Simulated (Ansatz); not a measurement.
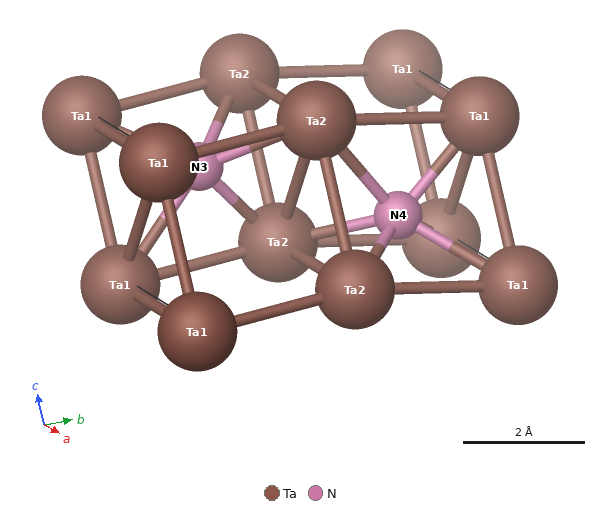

**Figure 1.** The structure (ball-and-stick view of the cell of the calculation, set on other vectors, seen slightly off an axis; atoms are numbered from 1 in the order of the input). An atom can appear more than once, as a periodic image.

**TaN: a changed input and its effect**

System: TaN (P2₁, 4 atoms in the cell).
Method of the first run: DFT PBE, scalar-relativistic, plane waves, PAW, PAW set soft_1, no spin polarisation (Ansatz 0.2.0).

The structure derives from an entry of the Crystallography Open Database. Text and figures count atoms from 1; the logs count them from 0 in places.

**Input file, the first run**
```yaml
crystal:
  lattice:
    - [2.9168996769, 0.0, 0.0]
    - [-1.4584498385, 2.5261092205, 0.0]
    - [0.0, 0.0, 5.9142266377]
  atoms:
    - { symbol: Ta, position: [-0.0468314154, -0.0593798553, 0.0] }
    - { symbol: Ta, position: [0.0468314154, 0.0593798553, 0.5] }
    - { symbol: "N", position: [0.3333333333, 0.6666666667, 0.25] }
    - { symbol: "N", position: [0.6666666667, 0.3333333333, 0.75] }
basis:
  ecutwfc: 520.0
kpoints:
  mp_grid: { grid: [15, 15, 8] }
hamiltonian:
  xc: pbe
  pseudopotentials: { kind: paw, azcp: { folder: soft_1 } }
scf:
  occupations: { method: gaussian, width: 0.15 }
output:
  forces: true
  stress: true
  eigenvalues: true
```

Launched with:
```bash
ansatz run input.yaml --threads 2 --pin off --max-ram 4096MiB --backend cpu --events-out ev --progress --plain --runs-dir out
```

Hardware: 2 threads of Arm Neoverse N1, 98 GiB of memory available, shared host.

**Output, shortened to warnings, some set-up lines, iterations and results (the first run)**
```
Basis set: ecut = 520 eV, 1221 PW (Γ), exchange–correlation on 48×48×90 points (8 copies of the dense FFT grid, shifted against one another)
Symmetry: 2 space group operations
k-points: 565 of 1800 (time reversal used)
Initial density: superposition of atomic densities (chi_scale 0.1, normalization cell, long waves kept (reshape's long-wave potential 0.00 eV rms))
[...]
SCF iter   1: F=—  HF=-20637.928186 eV  |F-HF|=—  |Δ(HF+E_count)|=         —  Δρ=4.59e-2  dr2=6.94e-1  ethr=3.10e-3  ⟨swp⟩=4.8  Hψ=51691  notcnv=0
SCF iter   2: F=—  HF=-20637.861171 eV  |F-HF|=—  |Δ(HF+E_count)|=   6.70e-2  Δρ=2.69e-2  dr2=1.55e-1  ethr=1.93e-3  ⟨swp⟩=2.0  Hψ=19054  notcnv=0
SCF iter   3: F=—  HF=-20637.861841 eV  |F-HF|=—  |Δ(HF+E_count)|=   6.71e-4  Δρ=9.85e-3  dr2=3.39e-2  ethr=4.30e-4  ⟨swp⟩=1.0  Hψ=12430  notcnv=0
SCF iter   4: F=—  HF=-20637.859567 eV  |F-HF|=—  |Δ(HF+E_count)|=   2.27e-3  Δρ=1.75e-3  dr2=1.38e-3  ethr=9.41e-5  ⟨swp⟩=2.1  Hψ=17654  notcnv=0
SCF iter   5: F=—  HF=-20637.859590 eV  |F-HF|=—  |Δ(HF+E_count)|=   2.29e-5  Δρ=3.36e-4  dr2=4.09e-5  ethr=3.83e-6  ⟨swp⟩=2.5  Hψ=19040  notcnv=0
SCF iter   6: F=—  HF=-20637.859594 eV  |F-HF|=—  |Δ(HF+E_count)|=   4.10e-6  Δρ=7.39e-5  dr2=2.54e-6  ethr=1.14e-7  ⟨swp⟩=2.0  Hψ=18053  notcnv=0
SCF iter   7: F=-20637.859594 eV  HF=-20637.859594 eV  |F-HF|=2.41e-8  |Δ(HF+E_count)|=   2.11e-7  Δρ=1.02e-5  dr2=4.68e-8  ethr=2.78e-10  ⟨swp⟩=3.5  Hψ=54614  notcnv=0
SCF 1 converged in 7 iterations: F = -20637.859594 eV  dr2 = 4.68e-8
SCF converged after 7 iterations
Free energy (F): -20637.859594 eV
Harris-Foulkes:  -20637.859594 eV  (|F-HF|=2.41e-8)
Internal energy: -20637.844986 eV  (E = F + TS)
E sigma→0 (E₀):  -20637.852290 eV
Entropy (-TS):   -0.014608 eV (-3.652 meV/atom)
Fermi energy:    19.942100 eV
--- Per-component energies (eV) ---
  E_band       = -112.943340
  E_kinetic    = 1047.733168
  E_local      = -1193.105882  (includes V_loc(G=0)·N_el)
  E_nonlocal   = 48.208369
  E_hartree    = 425.724446
  E_xc         = -763.416894
  E_vxc        = -620.854186  (∫ρ·V_xc dr)
  E_paw        = -16865.348622  (= ΣΔE_a)
  E_vpaw       = -246.373407  (= ΣTr[D̂ρ^β])
  E_aug_tail   = 0.000001  (compensation charges beyond the density's cutoff)
  E_ewald      = -3337.639571
  E_smearing   = -0.014608  (= −TS)
  E_closure    = -0.000000  (closes the sum)
  Σ components = -20637.859594   (vs F -20637.859594, Δ=0.00e0)
--- Forces (eV/Å), atoms counted from 1 ---
  atom   1  Ta     0.63140349     1.89249756     0.02056448
  atom   2  Ta    -0.63140349    -1.89249756     0.02056448
  atom   3  N     -0.07859189     0.10490415    -0.02056523
  atom   4  N      0.07859189    -0.10490415    -0.02056523
  max |Σ_I F_I| component: 1.51e-6 eV/Å
--- Stress (GPa, compression-positive) ---
        1.900242       0.602111      -0.000000
        0.602111       3.461407       0.000000
       -0.000000       0.000000       5.826731
  P = ⅓ Tr σ = 3.7295 GPa (37.295 kbar)
```

The input of the second run differs as follows (lines with − go, lines with + come):
```diff
-    - { symbol: Ta, position: [-0.0468314154, -0.0593798553, 0.0] }
-    - { symbol: Ta, position: [0.0468314154, 0.0593798553, 0.5] }
+    - { symbol: Ta, position: [-0.0369347728, -0.0395865702, 0.0] }
+    - { symbol: Ta, position: [0.0369347728, 0.0395865702, 0.5] }
```

Predict how the results change.

With the same functional and potentials, the second run lies 40.0 meV per atom lower. The pressure goes from 3.73 to 1.90 GPa. The largest force goes from 1.995 to 1.450 eV/Å. The number of SCF iterations is the same.

**Output, shortened to warnings, some set-up lines, iterations and results (the second run)**
```
Basis set: ecut = 520 eV, 1221 PW (Γ), exchange–correlation on 48×48×90 points (8 copies of the dense FFT grid, shifted against one another)
Symmetry: 2 space group operations
k-points: 565 of 1800 (time reversal used)
Initial density: superposition of atomic densities (chi_scale 0.1, normalization cell, long waves kept (reshape's long-wave potential 0.00 eV rms))
[...]
SCF iter   1: F=—  HF=-20638.072828 eV  |F-HF|=—  |Δ(HF+E_count)|=         —  Δρ=4.44e-2  dr2=6.41e-1  ethr=3.10e-3  ⟨swp⟩=4.8  Hψ=51409  notcnv=0
SCF iter   2: F=—  HF=-20638.018004 eV  |F-HF|=—  |Δ(HF+E_count)|=   5.48e-2  Δρ=2.63e-2  dr2=1.47e-1  ethr=1.78e-3  ⟨swp⟩=2.0  Hψ=18951  notcnv=0
SCF iter   3: F=—  HF=-20638.021285 eV  |F-HF|=—  |Δ(HF+E_count)|=   3.28e-3  Δρ=9.46e-3  dr2=3.16e-2  ethr=4.08e-4  ⟨swp⟩=1.0  Hψ=12430  notcnv=0
SCF iter   4: F=—  HF=-20638.019440 eV  |F-HF|=—  |Δ(HF+E_count)|=   1.84e-3  Δρ=1.69e-3  dr2=1.32e-3  ethr=8.77e-5  ⟨swp⟩=2.1  Hψ=17748  notcnv=0
SCF iter   5: F=—  HF=-20638.019473 eV  |F-HF|=—  |Δ(HF+E_count)|=   3.27e-5  Δρ=3.26e-4  dr2=3.93e-5  ethr=3.66e-6  ⟨swp⟩=2.5  Hψ=18764  notcnv=0
SCF iter   6: F=—  HF=-20638.019479 eV  |F-HF|=—  |Δ(HF+E_count)|=   5.88e-6  Δρ=7.10e-5  dr2=2.32e-6  ethr=1.09e-7  ⟨swp⟩=2.0  Hψ=18041  notcnv=0
SCF iter   7: F=-20638.019478 eV  HF=-20638.019478 eV  |F-HF|=2.44e-8  |Δ(HF+E_count)|=   2.08e-7  Δρ=9.85e-6  dr2=4.49e-8  ethr=2.78e-10  ⟨swp⟩=3.4  Hψ=54307  notcnv=0
SCF 1 converged in 7 iterations: F = -20638.019478 eV  dr2 = 4.49e-8
SCF converged after 7 iterations
Free energy (F): -20638.019478 eV
Harris-Foulkes:  -20638.019478 eV  (|F-HF|=2.44e-8)
Internal energy: -20638.006080 eV  (E = F + TS)
E sigma→0 (E₀):  -20638.012779 eV
Entropy (-TS):   -0.013398 eV (-3.350 meV/atom)
Fermi energy:    19.930651 eV
--- Per-component energies (eV) ---
  E_band       = -113.202391
  E_kinetic    = 1047.079084
  E_local      = -1190.426795  (includes V_loc(G=0)·N_el)
  E_nonlocal   = 48.088661
  E_hartree    = 424.526687
  E_xc         = -763.287816
  E_vxc        = -620.693360  (∫ρ·V_xc dr)
  E_paw        = -16865.279202  (= ΣΔE_a)
  E_vpaw       = -246.303006  (= ΣTr[D̂ρ^β])
  E_aug_tail   = 0.000011  (compensation charges beyond the density's cutoff)
  E_ewald      = -3338.706711
  E_smearing   = -0.013398  (= −TS)
  E_closure    = -0.000000  (closes the sum)
  Σ components = -20638.019478   (vs F -20638.019478, Δ=0.00e0)
--- Forces (eV/Å), atoms counted from 1 ---
  atom   1  Ta     0.64870293     1.29698228     0.00240859
  atom   2  Ta    -0.64870293    -1.29698228     0.00240859
  atom   3  N     -0.05151781     0.03856997    -0.00240863
  atom   4  N      0.05151781    -0.03856997    -0.00240863
  max |Σ_I F_I| component: 8.50e-8 eV/Å
--- Stress (GPa, compression-positive) ---
        1.122815       0.360618      -0.000000
        0.360618       1.657497       0.000000
       -0.000000       0.000000       2.928241
  P = ⅓ Tr σ = 1.9029 GPa (19.029 kbar)
```

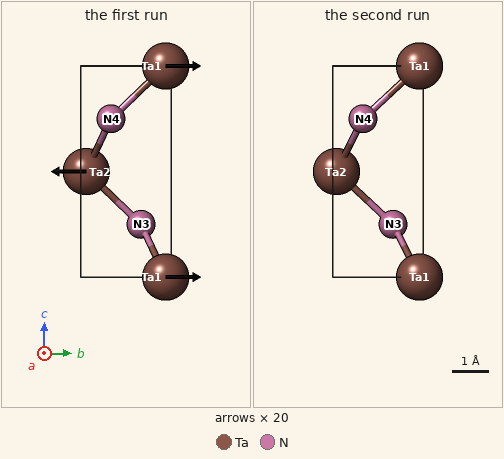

**Figure 2.** The two input geometries at one scale (ball-and-stick view of the cell of the calculation, along the a axis). The black arrows on the first give the shifts of the atoms relative to the cell, magnified 20 times. The largest moves, 0.050 Å, are those of Ta1 and Ta2. N stays in place. The cell doesn't change. Among the contacts that change: Ta1–N3 2.356 → 2.318 Å, Ta1–N4 2.131 → 2.167 Å, Ta1–Ta2 2.974 → 2.966 Å.

**The two runs side by side**

```tsv
quantity	the first run	the second run
outcome	converged	converged
free energy per atom (eV)	−5159.4649	−5159.5049
energy per atom, smearing taken to zero (eV)	−5159.4631	−5159.5032
gap on the mesh (eV)	0.00	0.00
pressure (GPa)	3.73	1.90
largest force (eV/Å)	1.995	1.450
SCF iterations	7	7
irreducible k-points	565	565
plane waves at Γ	1221	1221
wall time (shared host)	53 s	51 s
```

For both runs: Spin–orbit coupling is left out, which matters for Ta.
